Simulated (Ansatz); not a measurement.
**What a change does: geometry relaxation on Ti**

System: Ti (Im-3m, 1 atom in the cell).
Method of run 1: DFT, PBEsol, plane waves, PAW, PAW set soft_1, no spin polarisation (Ansatz 0.2.0).

The structure derives from an entry of the Crystallography Open Database. Text and figures count atoms from 1; the logs count them from 0 in places.

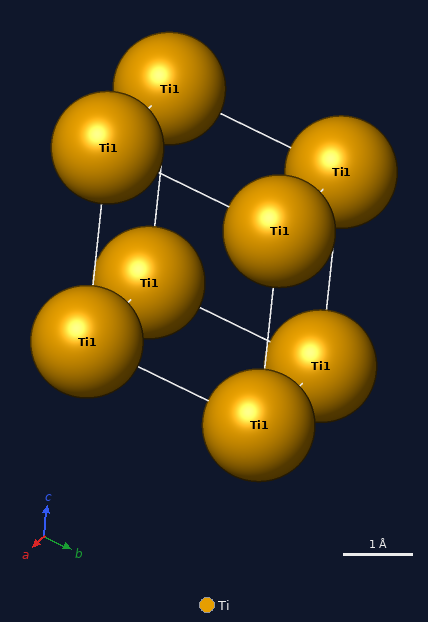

Figure 1. The input geometry (spheres-only view of the cell of the calculation, seen slightly off an axis; atoms are numbered from 1 in the order of the input). An atom can appear more than once, as a periodic image.

## The input, run 1
```yaml
crystal:
  lattice:
    - [-1.641, 1.641, 1.641]
    - [1.641, -1.641, 1.641]
    - [1.641, 1.641, -1.641]
  atoms:
    - { symbol: Ti, position: [0.0, 0.0, 0.0] }
kpoints:
  mp_grid: { grid: [18, 18, 18] }
hamiltonian:
  xc: pbesol
  pseudopotentials: { kind: paw, azcp: { folder: soft_1 } }
scf:
  occupations: { method: gaussian, width: 0.1 }
  algorithm: density_mixing
output:
  forces: true
  eigenvalues: true
  stress: true
relax:
  adjacent_minimum: "off"
  f_tol: 0.005
  max_steps: 80
  cell: { stress_tol: 0.05 }
```

Command:
```bash
ansatz run input.yaml --threads 2 --pin off --max-ram 6144MiB --backend cpu --events-out ev --progress --plain --runs-dir out
```

Hardware: 2 threads of Arm Neoverse N1, 98 GiB of memory available, shared host.

## Output, shortened to warnings, some set-up lines, iterations and results (run 1)
```
Warning: [file] the record states the generating functional pbe (its physics header spells it `PBE`), which answers neither for hamiltonian.xc's functional nor for the pbesol family's — results may be inconsistent (PPs are generated against a specific XC)
Basis set: ecut = 420 eV, 369 PW (Γ), exchange–correlation on 40×40×40 points (8 copies of the dense FFT grid, shifted against one another)
Symmetry: 48 space group operations
k-points: 195 of 5832
Initial density: superposition of atomic densities (chi_scale 0.1, normalization cell)
[...]
SCF iter   1: F=—  HF=-2473.993761 eV  |F-HF|=—  |Δ(HF+E_count)|=         —  Δρ=5.99e-2  dr2=6.90e-1  ethr=3.10e-3  ⟨swp⟩=4.2  Hψ=9949  notcnv=0
SCF iter   2: F=—  HF=-2473.802083 eV  |F-HF|=—  |Δ(HF+E_count)|=   1.92e-1  Δρ=2.15e-2  dr2=6.13e-2  ethr=3.10e-3  ⟨swp⟩=2.9  Hψ=5421  notcnv=0  defer=24
SCF iter   3: F=—  HF=-2473.777573 eV  |F-HF|=—  |Δ(HF+E_count)|=   2.45e-2  Δρ=3.40e-3  dr2=1.53e-3  ethr=5.11e-4  ⟨swp⟩=2.2  Hψ=3532  notcnv=0  defer=24
SCF iter   4: F=—  HF=-2473.776431 eV  |F-HF|=—  |Δ(HF+E_count)|=   1.14e-3  Δρ=6.66e-4  dr2=5.57e-5  ethr=1.27e-5  ⟨swp⟩=2.1  Hψ=3045  notcnv=0  defer=24
SCF iter   5: F=—  HF=-2473.776416 eV  |F-HF|=—  |Δ(HF+E_count)|=   1.49e-5  Δρ=8.56e-5  dr2=9.25e-7  ethr=4.65e-7  ⟨swp⟩=2.1  Hψ=2890  notcnv=0  defer=24
[... 25 lines ...]
SCF iter   3: F=—  HF=-2473.801707 eV  |F-HF|=—  |Δ(HF+E_count)|=   3.58e-8  Δρ=1.45e-5  dr2=3.28e-8  ethr=3.22e-10  ⟨swp⟩=2.5  Hψ=2767  notcnv=0
SCF iter   4: F=—  HF=-2473.801707 eV  |F-HF|=—  |Δ(HF+E_count)|=   1.16e-8  Δρ=1.42e-6  dr2=1.33e-10  ethr=2.74e-10  ⟨swp⟩=2.1  Hψ=2898  notcnv=0
SCF iter   5: F=-2473.801707 eV  HF=-2473.801707 eV  |F-HF|=4.55e-13  |Δ(HF+E_count)|=  4.18e-11  Δρ=8.54e-8  dr2=2.31e-13  ethr=1.00e-12  ⟨swp⟩=3.3  Hψ=7611  notcnv=0
SCF 5 converged in 5 iterations: F = -2473.801707 eV  dr2 = 2.31e-13
relax step   5: F+E_penalty+E_count = -2473.80170670 eV  Δ(F+E_penalty+E_count) = +2.935e-4 eV  max|allowed force component| = 0.000e0 eV/Å  Δτ_max = 0.0000 Å  P = +0.004 GPa …
basis re-selected at this cell: Δ(F+E_penalty+E_count) = +2.935e-4 eV, ΔP = +0.021 GPa vs the last step (what re-selecting the basis moved, of the pressure what is left beyond the Pulay correction that the steps carried, after the strain that the cell walked since its last selection, with what the …
SCF converged after 5 iterations
Free energy (F): -2473.801707 eV
Harris-Foulkes:  -2473.801707 eV  (|F-HF|=4.55e-13)
Internal energy: -2473.790750 eV  (E = F + TS)
E sigma→0 (E₀):  -2473.796229 eV
Entropy (-TS):   -0.010956 eV (-10.956 meV/atom)
Fermi energy:    13.677375 eV
--- Per-component energies (eV) ---
  E_band       = -148.082312
  E_kinetic    = 282.437193
  E_local      = -846.878535  (includes V_loc(G=0)·N_el)
  E_nonlocal   = 62.286674
  E_hartree    = 336.778683
  E_xc         = -115.467837
  E_vxc        = -145.281349  (∫ρ·V_xc dr)
  E_paw        = -1017.613773  (= ΣΔE_a)
  E_vpaw       = -174.203578  (= ΣTr[D̂ρ^β])
  E_aug_tail   = -0.000077  (compensation charges beyond the density's cutoff)
  E_ewald      = -1175.472464
  E_core_change = 0.139385  (= ΣΔE_core)
  E_smearing   = -0.010956  (= −TS)
  E_closure    = 0.000000  (closes the sum)
  Σ components = -2473.801707   (vs F -2473.801707, Δ=0.00e0)
--- Forces (eV/Å), atoms counted from 1 ---
  atom   1  Ti    -0.00000000    -0.00000000    -0.00000000
  max |Σ_I F_I| component: 1.03e-31 eV/Å
--- Stress (GPa, compression-positive) ---
        0.003595       0.000000      -0.000000
        0.000000       0.003595      -0.000000
       -0.000000      -0.000000       0.003595
  P = ⅓ Tr σ = 0.0036 GPa (0.036 kbar)
--- Relaxed structure (4 steps of the walk, 4 accepted, 1 SCFs on fresh bases) ---
  F+E_penalty+E_count = -2473.80170670 eV   max|allowed force component| = 0.000e0 eV/Å   (the final SCF, on the basis selected at the relaxed cell)
  cell:  # Å, volume = 16.5354 Å³
    - [-1.6049139658754903, 1.6049139658754903, 1.6049139658754903]
    - [1.6049139658754903, -1.6049139658754903, 1.6049139658754903]
    - [1.6049139658754903, 1.6049139658754903, -1.6049139658754903]
  atoms:
    - { symbol: Ti, position: [0.0, 0.0, 0.0] }
```

For run 2 the input was changed thus:
```diff
+basis:
+  ecutwfc: 420
-  algorithm: density_mixing
+  write_density: true
+  write_potential: true
+  elf: true
+  volumetric_format: npy
```

How does run 2 compare with run 1?

The energy doesn't change within 0.01 meV per atom. The number of SCF iterations is the same.

## Output, shortened to warnings, some set-up lines, iterations and results (run 2)
```
Warning: [file] the record states the generating functional pbe (its physics header spells it `PBE`), which answers neither for hamiltonian.xc's functional nor for the pbesol family's — results may be inconsistent (PPs are generated against a specific XC)
Basis set: ecut = 420 eV, 369 PW (Γ), exchange–correlation on 40×40×40 points (8 copies of the dense FFT grid, shifted against one another)
Symmetry: 48 space group operations
k-points: 195 of 5832
Initial density: superposition of atomic densities (chi_scale 0.1, normalization cell)
[...]
SCF iter   1: F=—  HF=-2473.993761 eV  |F-HF|=—  |Δ(HF+E_count)|=         —  Δρ=5.99e-2  dr2=6.90e-1  ethr=3.10e-3  ⟨swp⟩=4.2  Hψ=9949  notcnv=0
SCF iter   2: F=—  HF=-2473.802083 eV  |F-HF|=—  |Δ(HF+E_count)|=   1.92e-1  Δρ=2.15e-2  dr2=6.13e-2  ethr=3.10e-3  ⟨swp⟩=2.9  Hψ=5421  notcnv=0  defer=24
SCF iter   3: F=—  HF=-2473.777573 eV  |F-HF|=—  |Δ(HF+E_count)|=   2.45e-2  Δρ=3.40e-3  dr2=1.53e-3  ethr=5.11e-4  ⟨swp⟩=2.2  Hψ=3532  notcnv=0  defer=24
SCF iter   4: F=—  HF=-2473.776431 eV  |F-HF|=—  |Δ(HF+E_count)|=   1.14e-3  Δρ=6.66e-4  dr2=5.57e-5  ethr=1.27e-5  ⟨swp⟩=2.1  Hψ=3045  notcnv=0  defer=24
SCF iter   5: F=—  HF=-2473.776416 eV  |F-HF|=—  |Δ(HF+E_count)|=   1.49e-5  Δρ=8.56e-5  dr2=9.25e-7  ethr=4.65e-7  ⟨swp⟩=2.1  Hψ=2890  notcnv=0  defer=24
[... 25 lines ...]
SCF iter   3: F=—  HF=-2473.801707 eV  |F-HF|=—  |Δ(HF+E_count)|=   3.58e-8  Δρ=1.45e-5  dr2=3.28e-8  ethr=3.22e-10  ⟨swp⟩=2.5  Hψ=2761  notcnv=0
SCF iter   4: F=—  HF=-2473.801707 eV  |F-HF|=—  |Δ(HF+E_count)|=   1.16e-8  Δρ=1.42e-6  dr2=1.33e-10  ethr=2.74e-10  ⟨swp⟩=2.1  Hψ=2896  notcnv=0
SCF iter   5: F=-2473.801707 eV  HF=-2473.801707 eV  |F-HF|=9.09e-13  |Δ(HF+E_count)|=  2.46e-11  Δρ=8.59e-8  dr2=2.35e-13  ethr=1.00e-12  ⟨swp⟩=3.3  Hψ=7611  notcnv=0
SCF 5 converged in 5 iterations: F = -2473.801707 eV  dr2 = 2.35e-13
relax step   5: F+E_penalty+E_count = -2473.80170670 eV  Δ(F+E_penalty+E_count) = +2.935e-4 eV  max|allowed force component| = 0.000e0 eV/Å  Δτ_max = 0.0000 Å  P = +0.004 GPa …
basis re-selected at this cell: Δ(F+E_penalty+E_count) = +2.935e-4 eV, ΔP = +0.021 GPa vs the last step (what re-selecting the basis moved, of the pressure what is left beyond the Pulay correction that the steps carried, after the strain that the cell walked since its last selection, with what the …
SCF converged after 5 iterations
Free energy (F): -2473.801707 eV
Harris-Foulkes:  -2473.801707 eV  (|F-HF|=9.09e-13)
Internal energy: -2473.790750 eV  (E = F + TS)
E sigma→0 (E₀):  -2473.796229 eV
Entropy (-TS):   -0.010956 eV (-10.956 meV/atom)
Fermi energy:    13.677374 eV
--- Per-component energies (eV) ---
  E_band       = -148.082322
  E_kinetic    = 282.437191
  E_local      = -846.878564  (includes V_loc(G=0)·N_el)
  E_nonlocal   = 62.286674
  E_hartree    = 336.778693
  E_xc         = -115.467837
  E_vxc        = -145.281348  (∫ρ·V_xc dr)
  E_paw        = -1017.613772  (= ΣΔE_a)
  E_vpaw       = -174.203578  (= ΣTr[D̂ρ^β])
  E_aug_tail   = -0.000077  (compensation charges beyond the density's cutoff)
  E_ewald      = -1175.472443
  E_core_change = 0.139385  (= ΣΔE_core)
  E_smearing   = -0.010956  (= −TS)
  E_closure    = -0.000000  (closes the sum)
  Σ components = -2473.801707   (vs F -2473.801707, Δ=0.00e0)
--- Forces (eV/Å), atoms counted from 1 ---
  atom   1  Ti    -0.00000000     0.00000000    -0.00000000
  max |Σ_I F_I| component: 1.05e-31 eV/Å
--- Stress (GPa, compression-positive) ---
        0.003589       0.000000       0.000000
        0.000000       0.003589      -0.000000
        0.000000      -0.000000       0.003589
  P = ⅓ Tr σ = 0.0036 GPa (0.036 kbar)
--- Relaxed structure (4 steps of the walk, 4 accepted, 1 SCFs on fresh bases) ---
  F+E_penalty+E_count = -2473.80170670 eV   max|allowed force component| = 0.000e0 eV/Å   (the final SCF, on the basis selected at the relaxed cell)
  cell:  # Å, volume = 16.5354 Å³
    - [-1.6049139936862646, 1.6049139936862646, 1.6049139936862646]
    - [1.6049139936862646, -1.6049139936862646, 1.6049139936862646]
    - [1.6049139936862646, 1.6049139936862646, -1.6049139936862646]
  atoms:
    - { symbol: Ti, position: [0.0, 0.0, 0.0] }
```

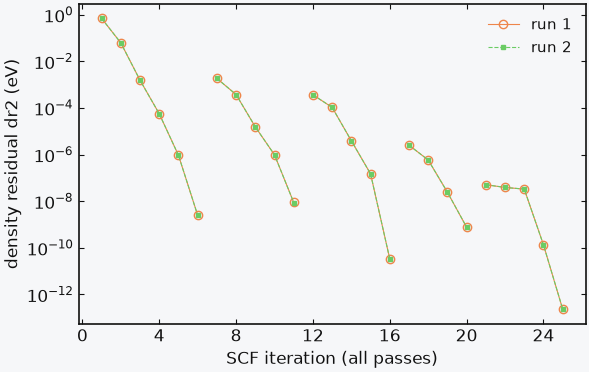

Figure 2. Convergence of the two runs: density residual dr2 against the SCF iteration. A break in a curve parts two SCF passes. Run 1 takes 25 iterations in all, and run 2 takes 25.

## The two runs side by side

| quantity | run 1 | run 2 |
| --- | --- | --- |
| outcome | converged | converged |
| free energy per atom (eV) | −2473.8017 | −2473.8017 |
| energy per atom, smearing taken to zero (eV) | −2473.7962 | −2473.7962 |
| gap on the mesh (eV) | 0.00 | 0.00 |
| pressure (GPa) | 0.00 | 0.00 |
| largest force (eV/Å) | 0.000 | 0.000 |
| SCF iterations | 25 | 25 |
| irreducible k-points | 195 | 195 |
| wall time (shared host) | 9.8 s | 10 s |

For both runs: Warnings: the PAW datasets were made with another functional.
